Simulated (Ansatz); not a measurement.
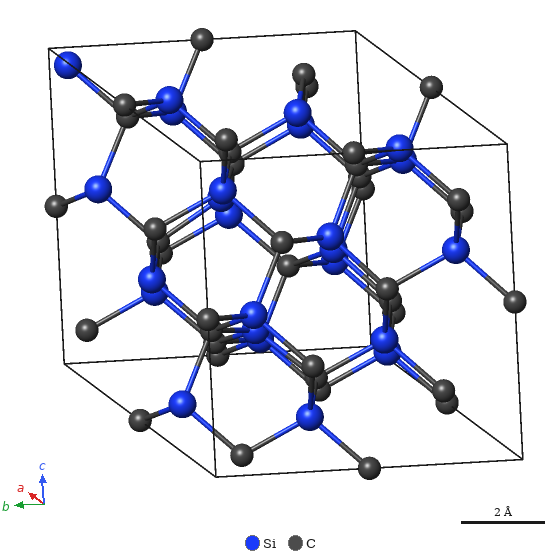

An orthographic ball-and-stick view of the structure, from a general direction. The supercell is drawn as a box. The host is SiC, in a cell of 48 sites, and the cell carries a charge of +2.

What kind of defect was put in?

Answer. A carbon vacancy. Around the empty site lie four Si at about 2.0 to 2.1 Å.

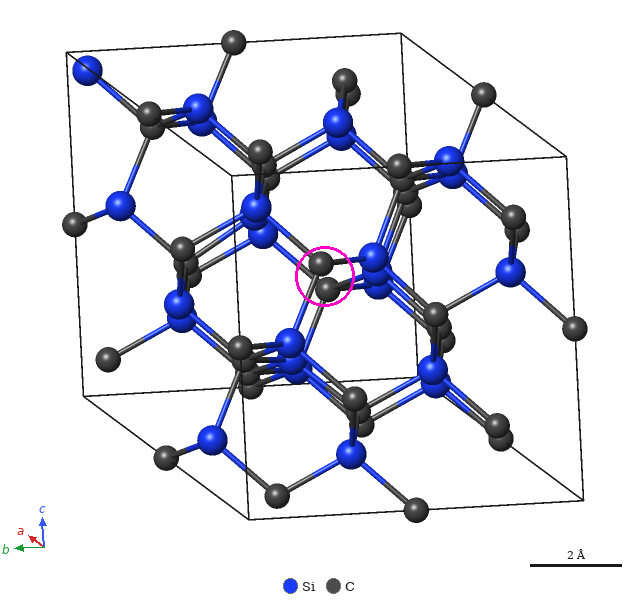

The same cell with a ring at the defect's site.

The atoms were relaxed in the host's cell with Ansatz, DFT PBE, scalar-relativistic, plane waves, PAW.
